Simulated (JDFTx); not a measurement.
**Te: 7 runs along one coordinate**

System: Te (P3₁21, 3 atoms in the cell).
Method: Kohn-Sham DFT of a periodic cell, PBEsol, PseudoDojo-SR-PBEsol-0.4.1-standard, no spin polarisation (JDFTx 1.7.0 (patched build)).

The 7 runs differ only in the geometry, by an even scaling of the cell at fixed fractional positions. The structure derives from an entry of the Crystallography Open Database.

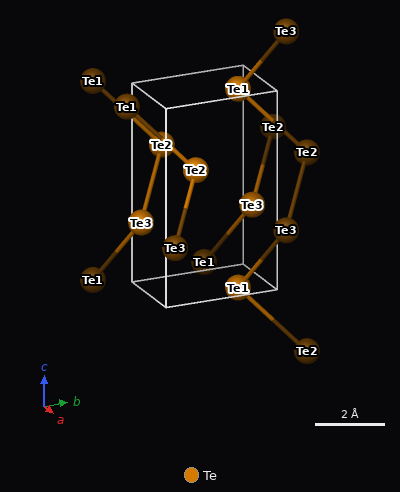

Figure 1. The structure of run 4 (ball-and-stick view of the cell of the calculation, seen slightly off an axis; neighbours outside the cell are drawn fainter; atoms are numbered from 1 in the order of the input). An atom can appear more than once, as a periodic image.

**Input of run 4**
```
lattice \
    8.4168401591    -4.2084200795     0.0000000000 \
    0.0000000000     7.2891973974     0.0000000000 \
    0.0000000000     0.0000000000    11.1947375623
coords-type Lattice
ion Te     0.7310000000     0.7310000000     0.0000000000 1
ion Te     0.0000000000     0.2690000000     0.6666666667 1
ion Te     0.2690000000     0.0000000000     0.3333333333 1

ion-species pseudo/Te.upf
elec-cutoff 40 320
elec-ex-corr gga-PBEsol
kpoint-folding 7 7 5
elec-smearing Fermi 0.0018374661
elec-n-bands 32
electronic-SCF nIterations 100 energyDiffThreshold 1e-09
electronic-minimize nIterations 30 energyDiffThreshold 1e-7
forces-output-coords Cartesian

dump-name run.$VAR
dump End Ecomponents EigStats BandEigs Kpoints Forces Stress ElecDensity Dtot KEdensity
```

Command:
```bash
jdftx -c 1 -i Te.in -o Te.out
```

Run 3 differs from it as follows:
```diff
-    8.4168401591    -4.2084200795     0.0000000000 \
-    0.0000000000     7.2891973974     0.0000000000 \
-    0.0000000000     0.0000000000    11.1947375623
+    8.3603495968    -4.1801747984     0.0000000000 \
+    0.0000000000     7.2402751355     0.0000000000 \
+    0.0000000000     0.0000000000    11.1196028316
```

**Results, with one run withheld**

| run | volume per atom (Å³) | free energy per atom, from the lowest run given (meV) | pressure (GPa) | gap on the mesh (eV) |
| --- | --- | --- | --- | --- |
| 1 | 31.890 | 10.38 | 2.61 | 0.56 |
| 2 | 32.568 | 2.00 | 1.33 | 0.57 |
| 3 | 33.247 | ? | ? | ? |
| 4 | 33.925 | 0.00 | −0.82 | 0.58 |
| 5 | 34.604 | 5.33 | −1.72 | 0.59 |
| 6 | 35.282 | 14.28 | −2.53 | 0.59 |
| 7 | 35.961 | 26.45 | −3.24 | 0.59 |

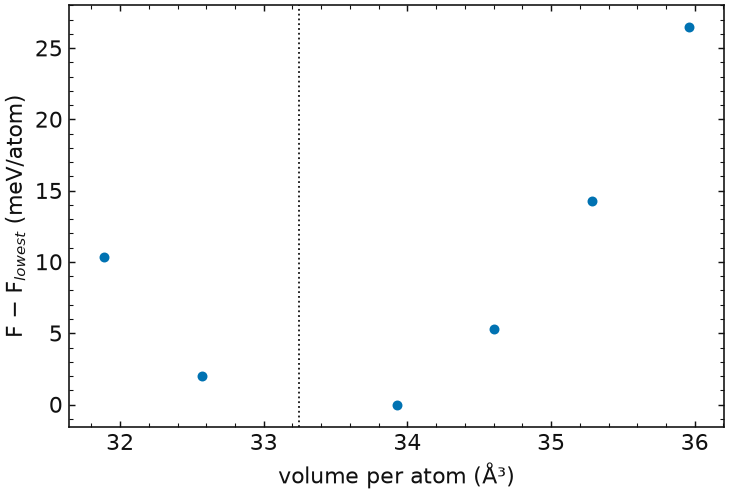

Figure 2. Free energy per atom of the runs given; the dotted line marks run 3.

Fit the runs given and predict run 3.

A cubic polynomial in V^(−2/3) (the Birch–Murnaghan form), fitted to the 6 runs given, misses them by at most 0.01 meV per atom. With x = V^(−2/3) − 0.09531 Å⁻², it reads F = 0.31515 − 2948.5 x + 1.2847e+06 x² + 4.6182e+06 x³ (meV per atom). At run 3 it gives −1.28 meV per atom, and the run itself gives −1.28. The slope of the fit gives a pressure −dF/dV of 0.21 GPa there, and the run prints 0.19 GPa. The fit has its minimum at 33.384 Å³ per atom, where V d²F/dV² gives 51.6 GPa. Cell shape and fractional positions are held, so this is the stiffness under even scaling; the relaxed bulk modulus wasn't computed and can be far lower in a crystal of layers, chains or molecules like this one. The gap on the mesh goes, without turning, from 0.56 eV in run 1 to 0.59 eV in run 7; run 3 has 0.58 eV. These are gaps of this functional on this mesh, which can miss the band edges; they aren't the measured gap.

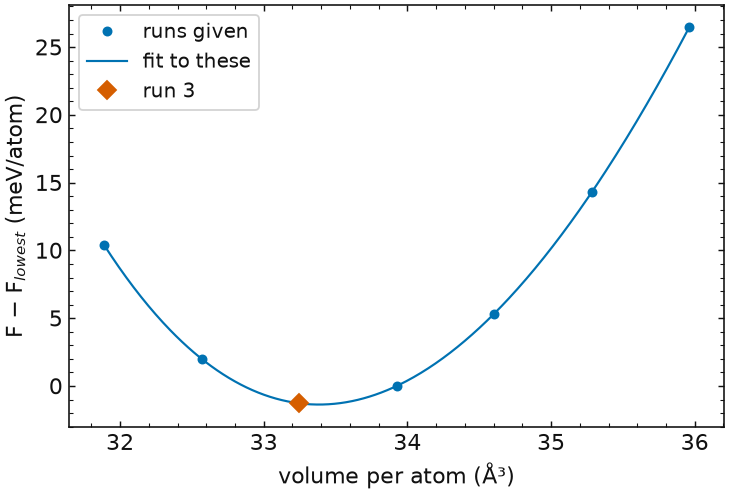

Figure 3. The fit and the withheld run.

**Some lines of the output (run 3)**
```
[...]
unit cell volume = 673.083
     Etot =     -280.0430698034267607
        F =     -280.0430743361364421
	HOMO-LUMO gap: +0.021197
	Optical gap  : +0.028472 at state 31 ( [ +0.285714 +0.285714 +0.400000 ] spin 0 )
```
